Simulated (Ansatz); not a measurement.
## Geometry relaxation, with input and output: C (part 2 of 2)

The same run, continued: C (10 atoms in the cell); DFT PBEsol, scalar-relativistic, plane waves, PAW, no spin polarisation (Ansatz 0.2.0); cutoff 420 eV, 12×12×3 k-mesh, Gaussian smearing of 0.02 eV. The structure was built on a prototype by a generator; it need not be a known phase. It belongs to a series of runs on one base structure; here: stacking ABACB.

Geometry of the input (Å; fractional positions):
```
2.4988  0.0000  0.0000
-1.2494  2.1640  0.0000
0.0000  0.0000  10.4021
C  0.0000  0.0000  0.0000
C  0.0000  0.0000  0.1500
C  0.3333  0.6667  0.2000
C  0.3333  0.6667  0.3500
C  0.0000  0.0000  0.4000
C  0.0000  0.0000  0.5500
C  0.6667  0.3333  0.6000
C  0.6667  0.3333  0.7500
C  0.3333  0.6667  0.8000
C  0.3333  0.6667  0.9500
```

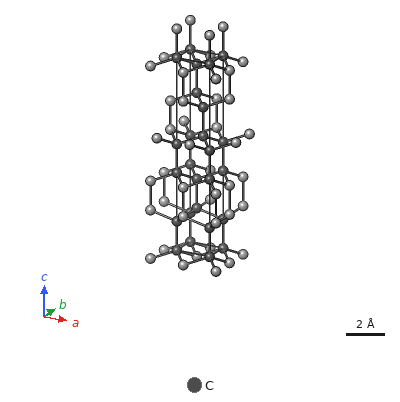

The geometry at step 3 of the log (ball-and-stick view of the cell of the calculation, seen slightly off an axis; neighbours outside the cell are drawn fainter).

What the program printed, continued
```
SCF iter   1: F=—  HF=-2466.597345 eV  |F-HF|=—  |Δ(HF+E_count)|=         —  Δρ=7.41e-5  dr2=3.51e-7  ethr=6.87e-9  ⟨swp⟩=4.0  Hψ=11817  notcnv=0
preconditioner: auto → none  [insulator: Δε(μ)=4.285 eV  Ē_g=17.067 eV  σ=0.020 eV  W_gap=1.00  n_scr=8 (ndim 8)  ℏωp=31.3 eV  f_vac=0.000  D(μ)=0.00/eV (n_scr^D=0)  ε∞_Penn≈4.4]
SCF iter   2: F=—  HF=-2466.597357 eV  |F-HF|=—  |Δ(HF+E_count)|=   1.15e-5  Δρ=3.72e-5  dr2=8.50e-8  ethr=8.78e-10  ⟨swp⟩=1.1  Hψ=1560  notcnv=0
SCF iter   3: F=—  HF=-2466.597357 eV  |F-HF|=—  |Δ(HF+E_count)|=   1.96e-7  Δρ=8.89e-7  dr2=1.38e-10  ethr=2.13e-10  ⟨swp⟩=2.0  Hψ=2490  notcnv=0
iter 4 did not close the SCF: its close was put off for the readings that it lacked (scf_convergence_deferred on its scf_iter line)
SCF iter   4: F=-2466.597357 eV  HF=-2466.597357 eV  |F-HF|=1.64e-11  |Δ(HF+E_count)|=  9.69e-11  Δρ=1.73e-7  dr2=2.40e-11  ethr=1.00e-12  ⟨swp⟩=2.6  Hψ=2131  notcnv=0
iter 5 did not close the SCF: its close was put off for the readings that it lacked (scf_convergence_deferred on its scf_iter line)
SCF iter   5: F=-2466.597357 eV  HF=-2466.597357 eV  |F-HF|=9.09e-13  |Δ(HF+E_count)|=  4.55e-12  Δρ=5.45e-8  dr2=1.31e-12  ethr=1.00e-12  ⟨swp⟩=1.0  Hψ=1500  notcnv=0
iter 6 did not close the SCF: its close was put off for the readings that it lacked (scf_convergence_deferred on its scf_iter line)
SCF iter   6: F=-2466.597357 eV  HF=-2466.597357 eV  |F-HF|=4.55e-13  |Δ(HF+E_count)|=    0.00e0  Δρ=1.64e-8  dr2=1.10e-13  ethr=1.00e-12  ⟨swp⟩=1.0  Hψ=1500  notcnv=0
iter 7 did not close the SCF: its close was put off for the readings that it lacked (scf_convergence_deferred on its scf_iter line)
SCF iter   7: F=-2466.597357 eV  HF=-2466.597357 eV  |F-HF|=0.00e0  |Δ(HF+E_count)|=    0.00e0  Δρ=5.21e-9  dr2=1.20e-14  ethr=1.00e-12  ⟨swp⟩=1.0  Hψ=1500  notcnv=0
SCF iter   8: F=-2466.597357 eV  HF=-2466.597357 eV  |F-HF|=9.09e-13  |Δ(HF+E_count)|=  9.09e-13  Δρ=1.69e-9  dr2=7.23e-16  ethr=1.00e-12  ⟨swp⟩=2.7  Hψ=4327  notcnv=0
SCF 5 converged in 8 iterations: F = -2466.597357 eV  dr2 = 7.23e-16
relax step   5: F+E_penalty+E_count = -2466.59735677 eV  Δ(F+E_penalty+E_count) = +5.086e-4 eV  max|allowed force component| = 2.851e-3 eV/Å  Δτ_max = 0.0000 Å  P = -0.027 GPa  Ω = 56.159 Å³  stress off target by 1.14e-1 GPa  SCF on the basis re-selected at this cell (its energy is not comparable with the rows above)  (8 SCF iters)
basis re-selected at this cell: Δ(F+E_penalty+E_count) = +5.086e-4 eV, ΔP = -0.016 GPa vs the last step (what re-selecting the basis moved, of the pressure what is left beyond the Pulay correction that the steps carried, after the strain that the cell walked since its last selection, with what the two solves' SCF thresholds leave and, on support functions, any second-order correction that the steps lacked; it is no measure of the basis error at this ecutwfc). This SCF's stress stands 1.14e-1 GPa from its target on what of the cell is left free (relax.cell.stress_tol is 5.00e-2 GPa) and its largest allowed force component is 2.85e-3 eV/Å (relax.f_tol is 1.00e-2 eV/Å): not within both, so this SCF does not close the relaxation
Crystal: 10 atoms, lattice volume = 56.155 Å³
iter 1 solved again at ethr=1.32e-9 eV; its pass at ethr=3.10e-3 eV (dr2=5.29e-7 eV) is discarded
SCF iter   1: F=—  HF=-2466.597372 eV  |F-HF|=—  |Δ(HF+E_count)|=         —  Δρ=3.95e-5  dr2=5.24e-7  ethr=1.32e-9  ⟨swp⟩=2.3  Hψ=6133  notcnv=0
preconditioner: auto → none  [insulator: Δε(μ)=4.284 eV  Ē_g=17.068 eV  σ=0.020 eV  W_gap=1.00  n_scr=8 (ndim 8)  ℏωp=31.3 eV  f_vac=0.000  D(μ)=0.00/eV (n_scr^D=0)  ε∞_Penn≈4.4]
SCF iter   2: F=—  HF=-2466.597382 eV  |F-HF|=—  |Δ(HF+E_count)|=   1.01e-5  Δρ=1.57e-5  dr2=6.63e-8  ethr=1.31e-9  ⟨swp⟩=2.3  Hψ=2461  notcnv=0
iter 3 did not close the SCF: its close was put off for the readings that it lacked (scf_convergence_deferred on its scf_iter line)
SCF iter   3: F=-2466.597382 eV  HF=-2466.597382 eV  |F-HF|=1.17e-9  |Δ(HF+E_count)|=   1.73e-8  Δρ=2.48e-6  dr2=2.30e-9  ethr=1.66e-10  ⟨swp⟩=2.6  Hψ=2527  notcnv=0
iter 4 did not close the SCF: its close was put off for the readings that it lacked (scf_convergence_deferred on its scf_iter line)
SCF iter   4: F=-2466.597382 eV  HF=-2466.597382 eV  |F-HF|=5.46e-12  |Δ(HF+E_count)|=  2.96e-10  Δρ=7.59e-7  dr2=1.19e-10  ethr=5.76e-12  ⟨swp⟩=2.0  Hψ=2051  notcnv=0
iter 5 did not close the SCF: its close was put off for the readings that it lacked (scf_convergence_deferred on its scf_iter line)
SCF iter   5: F=-2466.597382 eV  HF=-2466.597382 eV  |F-HF|=1.36e-12  |Δ(HF+E_count)|=  2.77e-11  Δρ=1.06e-7  dr2=3.50e-12  ethr=1.00e-12  ⟨swp⟩=1.0  Hψ=1500  notcnv=0
SCF iter   6: F=-2466.597382 eV  HF=-2466.597382 eV  |F-HF|=4.55e-13  |Δ(HF+E_count)|=    0.00e0  Δρ=1.94e-8  dr2=8.02e-14  ethr=1.00e-12  ⟨swp⟩=4.9  Hψ=6017  notcnv=0
SCF 6 converged in 6 iterations: F = -2466.597382 eV  dr2 = 8.02e-14
relax step   6: F+E_penalty+E_count = -2466.59738239 eV  Δ(F+E_penalty+E_count) = -2.562e-5 eV  max|allowed force component| = 1.951e-4 eV/Å  Δτ_max = 0.0001 Å  P = +0.001 GPa  Ω = 56.155 Å³  energy of the carried Pulay correction = +2.347e-5 eV  (6 SCF iters, accepted)
iter 1 solved again at ethr=5.58e-9 eV; its pass at ethr=3.10e-3 eV (dr2=2.23e-6 eV) is discarded
SCF iter   1: F=—  HF=-2466.597336 eV  |F-HF|=—  |Δ(HF+E_count)|=         —  Δρ=1.78e-6  dr2=2.27e-10  ethr=5.58e-9  ⟨swp⟩=4.1  Hψ=11880  notcnv=0
iter 2 did not close the SCF: its close was put off for the readings that it lacked (scf_convergence_deferred on its scf_iter line)
SCF iter   2: F=-2466.597347 eV  HF=-2466.597347 eV  |F-HF|=8.87e-11  |Δ(HF+E_count)|=   1.13e-5  Δρ=9.00e-7  dr2=5.91e-11  ethr=1.00e-12  ⟨swp⟩=3.0  Hψ=3022  notcnv=0
iter 3 did not close the SCF: its close was put off for the readings that it lacked (scf_convergence_deferred on its scf_iter line)
SCF iter   3: F=-2466.597347 eV  HF=-2466.597347 eV  |F-HF|=3.18e-12  |Δ(HF+E_count)|=  8.91e-11  Δρ=2.17e-7  dr2=4.60e-12  ethr=1.00e-12  ⟨swp⟩=1.0  Hψ=1500  notcnv=0
iter 4 did not close the SCF: its close was put off for the readings that it lacked (scf_convergence_deferred on its scf_iter line)
SCF iter   4: F=-2466.597347 eV  HF=-2466.597347 eV  |F-HF|=9.09e-13  |Δ(HF+E_count)|=  4.55e-12  Δρ=3.93e-8  dr2=4.30e-13  ethr=1.00e-12  ⟨swp⟩=1.0  Hψ=1500  notcnv=0
iter 5 did not close the SCF: its close was put off for the readings that it lacked (scf_convergence_deferred on its scf_iter line)
SCF iter   5: F=-2466.597347 eV  HF=-2466.597347 eV  |F-HF|=4.55e-13  |Δ(HF+E_count)|=    0.00e0  Δρ=2.16e-8  dr2=1.05e-13  ethr=1.00e-12  ⟨swp⟩=1.0  Hψ=1500  notcnv=0
SCF iter   6: F=-2466.597347 eV  HF=-2466.597347 eV  |F-HF|=4.55e-13  |Δ(HF+E_count)|=    0.00e0  Δρ=1.03e-8  dr2=1.32e-14  ethr=1.00e-12  ⟨swp⟩=3.0  Hψ=4588  notcnv=0
SCF 7 converged in 6 iterations: F = -2466.597347 eV  dr2 = 1.32e-14
relax step   7: F+E_penalty+E_count = -2466.59734742 eV  Δ(F+E_penalty+E_count) = +3.497e-5 eV  max|allowed force component| = 1.809e-4 eV/Å  Δτ_max = 0.0000 Å  P = +0.000 GPa  Ω = 56.155 Å³  stress off target by 1.66e-4 GPa  SCF on the basis re-selected at this cell (its energy is not comparable with the rows above)  (6 SCF iters)
basis re-selected at this cell: Δ(F+E_penalty+E_count) = +3.497e-5 eV, ΔP = -0.001 GPa vs the last step (what re-selecting the basis moved, of the pressure what is left beyond the Pulay correction that the steps carried, after the strain that the cell walked since its last selection, with what the two solves' SCF thresholds leave and, on support functions, any second-order correction that the steps lacked; it is no measure of the basis error at this ecutwfc). This SCF's stress stands 1.66e-4 GPa from its target on what of the cell is left free (relax.cell.stress_tol is 5.00e-2 GPa) and its largest allowed force component is 1.81e-4 eV/Å (relax.f_tol is 1.00e-2 eV/Å): within both
SCF converged after 6 iterations
Free energy (F): -2466.597347 eV
Harris-Foulkes:  -2466.597347 eV  (|F-HF|=4.55e-13)
Internal energy: -2466.597347 eV  (E = F + TS)
E sigma→0 (E₀):  -2466.597347 eV
Fermi energy:    15.735510 eV
--- Per-component energies (eV) ---
  E_band       = 176.108424
  E_kinetic    = 923.063475
  E_local      = -606.914689  (includes V_loc(G=0)·N_el)
  E_nonlocal   = 267.585637
  E_hartree    = 131.969771
  E_xc         = -484.575744
  E_vxc        = -603.446365  (∫ρ·V_xc dr)
  E_paw        = -953.573742  (= ΣΔE_a)
  E_vpaw       = -68.119265  (= ΣTr[D̂ρ^β])
  E_aug_tail   = 0.000087  (compensation charges beyond the density's cutoff)
  E_ewald      = -1744.363148
  E_core_change = 0.211005  (= ΣΔE_core)
  E_smearing   = -0.000000  (= −TS)
  E_closure    = 0.000000  (closes the sum)
  Σ components = -2466.597347   (vs F -2466.597347, Δ=0.00e0)
--- Forces (eV/Å), atoms counted from 1 ---
  atom   1  C      0.00000000     0.00000000    -0.00010805
  atom   2  C      0.00000000     0.00000000     0.00018087
  atom   3  C      0.00000000    -0.00000000    -0.00018087
  atom   4  C     -0.00000000    -0.00000000     0.00010805
  atom   5  C      0.00000000     0.00000000     0.00004168
  atom   6  C      0.00000000    -0.00000000    -0.00000060
  atom   7  C     -0.00000000     0.00000000     0.00010780
  atom   8  C      0.00000000    -0.00000000    -0.00010780
  atom   9  C      0.00000000     0.00000000     0.00000060
  atom  10  C      0.00000000    -0.00000000    -0.00004168
  max |Σ_I F_I| component: 1.85e-17 eV/Å
--- Stress (GPa, compression-positive) ---
        0.000166      -0.000000      -0.000000
       -0.000000       0.000166      -0.000000
       -0.000000      -0.000000      -0.000048
  P = ⅓ Tr σ = 0.0001 GPa (0.001 kbar)
--- Band table (eV; the first three rows and the last of 50) ---
  k-point 0: bands = ["-8.1986", "-7.1089", "-7.0776", "-3.9487", "-3.8980", "1.8346", "1.9034", "8.4504", "8.4648", "10.8036", "10.8036", "10.8386", "10.8386", "12.2019", "12.2019", "12.2339", "12.2339", "13.3879", "13.5933", "13.5933", "18.8737", "18.8737", "19.0556", "20.5325", "20.5325", "20.6784", "20.6784", "21.1201", "21.1882", "21.8799"]
  k-point 1: bands = ["-8.0780", "-7.7008", "-6.2474", "-5.1784", "-2.6747", "0.2115", "3.9264", "6.1571", "10.6500", "10.6500", "10.6868", "11.1544", "11.1544", "11.6318", "11.6318", "12.5569", "12.8358", "12.8358", "13.3796", "13.3796", "19.1137", "19.1137", "19.5397", "19.8497", "19.8497", "20.4409", "21.2984", "21.2984", "21.5623", "21.7509"]
  k-point 2: bands = ["-8.0253", "-6.9374", "-6.9063", "-3.7850", "-3.7352", "1.9803", "2.0488", "8.4956", "8.5112", "9.8107", "10.1996", "10.2960", "10.6783", "11.0153", "11.4949", "11.8696", "12.3428", "12.7303", "13.1679", "13.2297", "19.0303", "19.3668", "19.4150", "19.9452", "20.5520", "21.1122", "21.4081", "21.5840", "21.6277", "21.8097"]
  k-point 49: bands = ["-0.7940", "-0.7940", "-0.5939", "-0.3125", "-0.3125", "1.6807", "1.6807", "1.8332", "2.6688", "2.6688", "3.2139", "4.2010", "4.9524", "4.9524", "6.0381", "7.1517", "7.1517", "8.0759", "8.9443", "8.9443", "18.4080", "20.2241", "20.2241", "21.0349", "23.4961", "23.4961", "24.9466", "25.3106", "25.3106", "26.2106"]
--- Relaxed structure (5 steps of the walk, 5 accepted, 2 SCFs on fresh bases) ---
  F+E_penalty+E_count = -2466.59734742 eV   max|allowed force component| = 1.809e-4 eV/Å   (the final SCF, on the basis selected at the relaxed cell)
  cell:  # Å, volume = 56.1555 Å³
    - [2.5070103480295045, 8.177305620745463e-38, -9.081079838744173e-19]
    - [-1.2535051740147523, 2.1711346489440175, 4.54053991937207e-19]
    - [-3.7802801301394586e-18, -3.483030284506252e-33, 10.316899316513457]
  atoms:
    - { symbol: C, position: [-2.2999440185674427e-18, -4.699944137244864e-17, -0.0014591303671147064] }
    - { symbol: C, position: [-1.929000972961024e-18, -4.699944137244864e-17, 0.14974480112010066] }
    - { symbol: C, position: [0.3333333333333333, 0.6666666666666666, 0.20025519887989943] }
    - { symbol: C, position: [0.3333333333333333, 0.6666666666666666, 0.3514591303671147] }
    - { symbol: C, position: [-1.3512171655155256e-18, -4.699944137244864e-17, 0.4016200542804601] }
    - { symbol: C, position: [-1.651560763821972e-18, -4.699944137244864e-17, 0.5506452601192876] }
    - { symbol: C, position: [0.6666666666666665, 0.33333333333333326, 0.6004338577816926] }
    - { symbol: C, position: [0.6666666666666665, 0.33333333333333326, 0.7495661422183076] }
    - { symbol: C, position: [0.3333333333333333, 0.6666666666666666, 0.7993547398807127] }
    - { symbol: C, position: [0.3333333333333333, 0.6666666666666666, 0.94837994571954] }
--- Löwdin populations: 10 sites ---
  site symbol       q [e]
     0      C      3.9918
     1      C      3.9874
     2      C      3.9874
     3      C      3.9918
     4      C      3.9820
     5      C      3.9870
     6      C      3.9869
     7      C      3.9869
     8      C      3.9870
     9      C      3.9820
  spilling = 0.003243 (of n_electrons = 40.000000)
```

File populations.tsv
```
# site	symbol	l	j	q
# orbitals = lowdin
# n_electrons = 40.000000
# spilling = 0.003243
0	C	0_2S	-	0.943489
0	C	1_2P	-	3.048308
1	C	0_2S	-	0.944439
1	C	1_2P	-	3.043004
2	C	0_2S	-	0.944439
2	C	1_2P	-	3.043004
3	C	0_2S	-	0.943489
3	C	1_2P	-	3.048308
4	C	0_2S	-	0.936690
4	C	1_2P	-	3.045333
5	C	0_2S	-	0.935230
5	C	1_2P	-	3.051746
6	C	0_2S	-	0.935561
6	C	1_2P	-	3.051342
7	C	0_2S	-	0.935561
7	C	1_2P	-	3.051342
8	C	0_2S	-	0.935230
8	C	1_2P	-	3.051746
9	C	0_2S	-	0.936690
9	C	1_2P	-	3.045333
```

Trajectory as extended XYZ (Å, eV, eV/Å), 7 frames, from step=1 to step=7
```
10
Lattice="2.4988 0.0000 0.0000 -1.2494 2.1640 0.0000 0.0000 0.0000 10.4021" Properties=species:S:1:pos:R:3:forces:R:3 step=1 energy=-2466.57005 pressure_GPa=-0.65
C     0.0000    0.0000    0.0000    0.0000   0.0000  -0.2063
C     0.0000    0.0000    1.5603    0.0000   0.0000  -0.0454
C     0.0000    1.4427    2.0804    0.0000   0.0000   0.0454
C     0.0000    1.4427    3.6407    0.0000   0.0000   0.2063
C     0.0000    0.0000    4.1608    0.0000   0.0000   0.3441
C     0.0000    0.0000    5.7211    0.0000   0.0000  -0.0811
C     1.2494    0.7213    6.2413    0.0000   0.0000   0.0692
C     1.2494    0.7213    7.8016    0.0000   0.0000  -0.0692
C     0.0000    1.4427    8.3217    0.0000   0.0000   0.0811
C     0.0000    1.4427    9.8820    0.0000   0.0000  -0.3441
10
Lattice="2.5087 0.0000 0.0000 -1.2543 2.1726 0.0000 0.0000 0.0000 10.3105" Properties=species:S:1:pos:R:3:forces:R:3 step=2 energy=-2466.59114 pressure_GPa=-0.26
C     0.0000    0.0000   -0.0144    0.0000   0.0000   0.1324
C     0.0000    0.0000    1.5461    0.0000   0.0000  -0.1115
C     0.0000    1.4484    2.0625    0.0000   0.0000   0.1115
C     0.0000    1.4484    3.6231    0.0000   0.0000  -0.1324
C     0.0000    0.0000    4.1334    0.0000   0.0000   0.3559
C     0.0000    0.0000    5.6813    0.0000   0.0000  -0.3833
C     1.2543    0.7242    6.1854    0.0000   0.0000   0.3519
C     1.2543    0.7242    7.7338    0.0000   0.0000  -0.3519
C     0.0000    1.4484    8.2379    0.0000   0.0000   0.3833
C     0.0000    1.4484    9.7858    0.0000   0.0000  -0.3559
10
Lattice="2.5066 0.0000 0.0000 -1.2533 2.1708 0.0000 0.0000 0.0000 10.3242" Properties=species:S:1:pos:R:3:forces:R:3 step=3 energy=-2466.59597 pressure_GPa=-0.13
C     0.0000    0.0000   -0.0151    0.0000   0.0000   0.0686
C     0.0000    0.0000    1.5465    0.0000   0.0000  -0.0231
C     0.0000    1.4472    2.0669    0.0000   0.0000   0.0231
C     0.0000    1.4472    3.6285    0.0000   0.0000  -0.0686
C     0.0000    0.0000    4.1432    0.0000   0.0000   0.1701
C     0.0000    0.0000    5.6874    0.0000   0.0000  -0.2168
C     1.2533    0.7236    6.1962    0.0000   0.0000   0.2028
C     1.2533    0.7236    7.7415    0.0000   0.0000  -0.2028
C     0.0000    1.4472    8.2503    0.0000   0.0000   0.2168
C     0.0000    1.4472    9.7945    0.0000   0.0000  -0.1701
10
Lattice="2.5070 0.0000 0.0000 -1.2535 2.1711 0.0000 0.0000 0.0000 10.3178" Properties=species:S:1:pos:R:3:forces:R:3 step=4 energy=-2466.59787 pressure_GPa=-0.01
C     0.0000    0.0000   -0.0151    0.0000   0.0000   0.0017
C     0.0000    0.0000    1.5451    0.0000   0.0000  -0.0010
C     0.0000    1.4474    2.0662    0.0000   0.0000   0.0010
C     0.0000    1.4474    3.6264    0.0000   0.0000  -0.0017
C     0.0000    0.0000    4.1439    0.0000   0.0000  -0.0014
C     0.0000    0.0000    5.6815    0.0000   0.0000   0.0006
C     1.2535    0.7237    6.1951    0.0000   0.0000   0.0013
C     1.2535    0.7237    7.7339    0.0000   0.0000  -0.0013
C     0.0000    1.4474    8.2476    0.0000   0.0000  -0.0006
C     0.0000    1.4474    9.7852    0.0000   0.0000   0.0014
10
Lattice="2.5070 0.0000 0.0000 -1.2535 2.1711 0.0000 0.0000 0.0000 10.3178" Properties=species:S:1:pos:R:3:forces:R:3 step=5 energy=-2466.59736 pressure_GPa=-0.03
C     0.0000    0.0000   -0.0151    0.0000   0.0000   0.0029
C     0.0000    0.0000    1.5451    0.0000   0.0000  -0.0024
C     0.0000    1.4474    2.0662    0.0000   0.0000   0.0024
C     0.0000    1.4474    3.6264    0.0000   0.0000  -0.0029
C     0.0000    0.0000    4.1439    0.0000   0.0000   0.0001
C     0.0000    0.0000    5.6815    0.0000   0.0000  -0.0007
C     1.2535    0.7237    6.1951    0.0000   0.0000   0.0026
C     1.2535    0.7237    7.7339    0.0000   0.0000  -0.0026
C     0.0000    1.4474    8.2476    0.0000   0.0000   0.0007
C     0.0000    1.4474    9.7852    0.0000   0.0000  -0.0001
10
Lattice="2.5070 0.0000 0.0000 -1.2535 2.1711 0.0000 0.0000 0.0000 10.3169" Properties=species:S:1:pos:R:3:forces:R:3 step=6 energy=-2466.59738 pressure_GPa=0.00
C     0.0000    0.0000   -0.0151    0.0000   0.0000  -0.0001
C     0.0000    0.0000    1.5449    0.0000   0.0000   0.0002
C     0.0000    1.4474    2.0660    0.0000   0.0000  -0.0002
C     0.0000    1.4474    3.6260    0.0000   0.0000   0.0001
C     0.0000    0.0000    4.1435    0.0000   0.0000   0.0000
C     0.0000    0.0000    5.6810    0.0000   0.0000   0.0000
C     1.2535    0.7237    6.1946    0.0000   0.0000   0.0001
C     1.2535    0.7237    7.7332    0.0000   0.0000  -0.0001
C     0.0000    1.4474    8.2469    0.0000   0.0000   0.0000
C     0.0000    1.4474    9.7843    0.0000   0.0000   0.0000
10
Lattice="2.5070 0.0000 0.0000 -1.2535 2.1711 0.0000 0.0000 0.0000 10.3169" Properties=species:S:1:pos:R:3:forces:R:3 step=7 energy=-2466.59735 pressure_GPa=0.00
C     0.0000    0.0000   -0.0151    0.0000   0.0000  -0.0001
C     0.0000    0.0000    1.5449    0.0000   0.0000   0.0002
C     0.0000    1.4474    2.0660    0.0000   0.0000  -0.0002
C     0.0000    1.4474    3.6260    0.0000   0.0000   0.0001
C     0.0000    0.0000    4.1435    0.0000   0.0000   0.0000
C     0.0000    0.0000    5.6810    0.0000   0.0000   0.0000
C     1.2535    0.7237    6.1946    0.0000   0.0000   0.0001
C     1.2535    0.7237    7.7332    0.0000   0.0000  -0.0001
C     0.0000    1.4474    8.2469    0.0000   0.0000   0.0000
C     0.0000    1.4474    9.7843    0.0000   0.0000   0.0000
```

Summary

| quantity | value |
| --- | --- |
| outcome | converged |
| space group (tolerance 0.01 Å) | P-3m1 (164) |
| electrons treated | 40 |
| free energy | −2466.5973 eV |
| Fermi energy | 15.736 eV |
| gap on the k-point mesh | 4.28 eV |
| pressure | 0.00 GPa |
| final volume | 56.16 Å³ |
| largest force (length of the vector) at the end | under 0.001 eV/Å |
| final cell | a = 2.507 Å, b = 2.507 Å, c = 10.317 Å, α = 90.00°, β = 90.00°, γ = 120.00° |
| hardware | 1 thread of Intel Xeon (Granite Rapids), 64 GiB of memory available, shared host |
| wall time | 18 s |
| peak memory | 0.5 GiB |
